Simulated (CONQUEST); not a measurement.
## Al: 7 runs along one coordinate

System: Al (2 atoms in the cell).
Method: Kohn-Sham DFT of a periodic cell, PBEsol, PseudoDojo NC PBEsol, no spin polarisation (CONQUEST 1.3).

The 7 runs differ only in the geometry, by an even scaling of the cell at fixed fractional positions. The structure derives from an entry of the Crystallography Open Database.

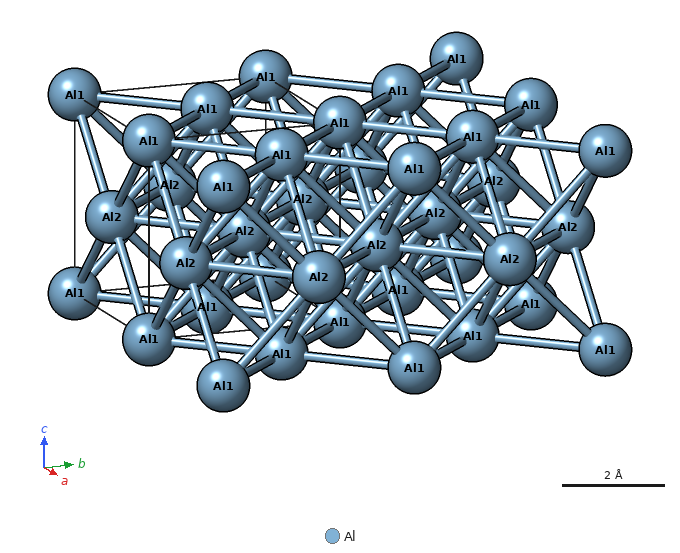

Figure 1. The structure of run 4 (ball-and-stick view of the cell 2 times as large as that of the calculation, set on its symmetry axes, repeated 2 × 2 × 1, seen slightly off an axis; atoms are numbered from 1 in the order of the input). An atom can appear more than once, as a periodic image.

### Input of run 4
```
IO.Title Al
IO.Coordinates coords.dat
IO.FractionalAtomicCoords T
IO.Iprint 2
IO.Iprint_init 1
General.NumberOfSpecies 1
General.PseudopotentialType hamann
AtomMove.TypeOfRun static
AtomMove.FullStress T
Grid.PointsAlongX 32
Grid.PointsAlongY 32
Grid.PointsAlongZ 40
DM.SolutionMethod diagon
Diag.MPMesh T
Diag.GammaCentred T
Diag.MPMeshX 9
Diag.MPMeshY 9
Diag.MPMeshZ 7
Diag.kT 0.00183747
minE.SCTolerance 1e-6
SC.MaxIters 100
IO.AtomChargeOutput T
%block ChemicalSpeciesLabel
1 26.980 Al
%endblock
```

Command:
```bash
OMP_NUM_THREADS=1 Conquest
```

Lattice vectors (Å) and fractional positions of run 4:
```
   2.863507    0.000000    0.000000
   0.000000    2.863507    0.000000
   0.000000    0.000000    4.049610
Al  0.000000  0.000000  0.000000
Al  0.500000  0.500000  0.500000
```

Run 5 has the same physical settings and fractional positions; its lattice vectors (Å) are:
```
   2.882471    0.000000    0.000000
   0.000000    2.882471    0.000000
   0.000000    0.000000    4.076429
```

### Results, with one run withheld

```csv
run,volume per atom (Å³),"free energy per atom, from the lowest run given (meV)",pressure (GPa)
1,15.607,9.42,4.41
2,15.939,2.57,2.31
3,16.271,0.00,0.32
4,16.603,0.87,−1.20
5,16.935,?,?
6,17.267,11.27,−3.83
7,17.599,20.35,−4.83
```

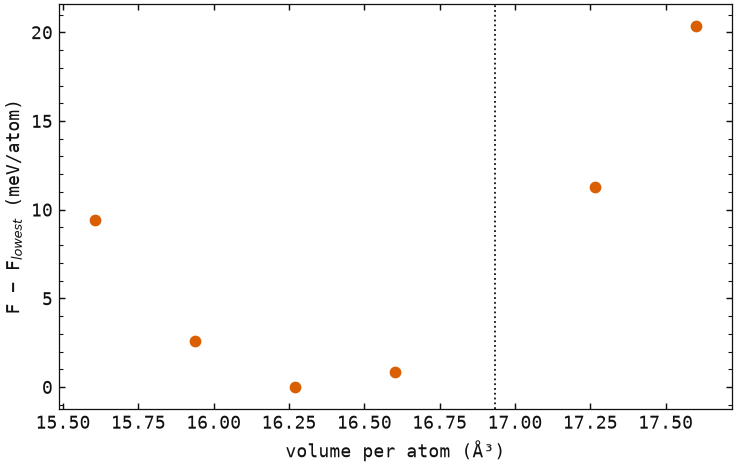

Figure 2. Free energy per atom of the runs given; the dotted line marks run 5.

Estimate the energy of run 5 from the others.

A cubic polynomial in V^(−2/3) (the Birch–Murnaghan form), fitted to the 6 runs given, misses them by at most 0.09 meV per atom. With x = V^(−2/3) − 0.15415 Å⁻², it reads F = 0.30583 − 820.94 x + 3.7982e+05 x² + 2.0343e+06 x³ (meV per atom). At run 5 it gives 4.73 meV per atom, and the run itself gives 4.68. The slope of the fit gives a pressure −dF/dV of −2.57 GPa there, and the run prints −2.48 GPa. The two needn't agree exactly: the fit is approximate, and the printed stress is taken on a finite basis. The fit has its minimum at 16.352 Å³ per atom, where V d²F/dV² gives 81.1 GPa: the bulk modulus at this level, since symmetry fixes the shape and the positions.

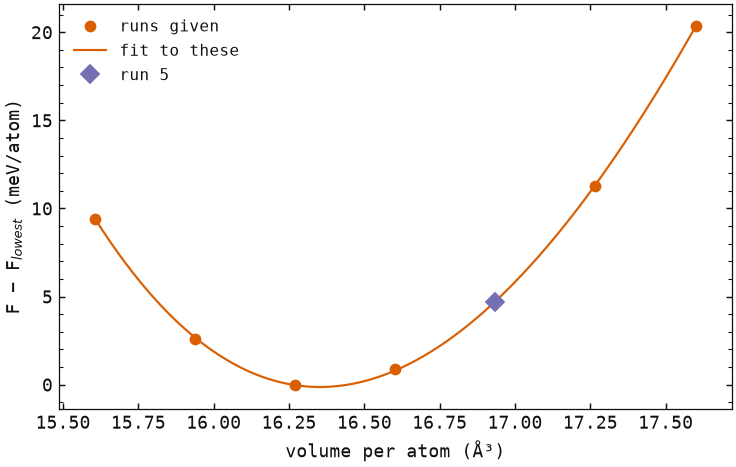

Figure 3. The fit and the withheld run.

### Some lines of the output (run 5)
```
[...]
      Using Fermi-Dirac smearing
          Free Energy (E-TS)               :        -4.630987272377372 Ha
          DFT Total Energy                 :        -4.629735887000773 Ha
          Free Energy (E-TS)               :        -4.630192635626570 Ha
          DFT Total Energy                 :        -4.629760335342333 Ha
          Free Energy (E-TS)               :        -4.629942018638372 Ha
          DFT Total Energy                 :        -4.629765240297210 Ha
          Free Energy (E-TS)               :        -4.629942458520783 Ha
          DFT Total Energy                 :        -4.629765801428862 Ha
          Free Energy (E-TS)               :        -4.629942103598935 Ha
          DFT Total Energy                 :        -4.629765442540523 Ha
      | Free Energy as E-TS      =        -4.629942103598935 Ha
      |* DFT total energy        =        -4.629765442540523 Ha
    force: Average pressure:     -2.47724405 GPa
```

Notes: With a small basis of atomic orbitals these values can differ much from converged plane-wave results.
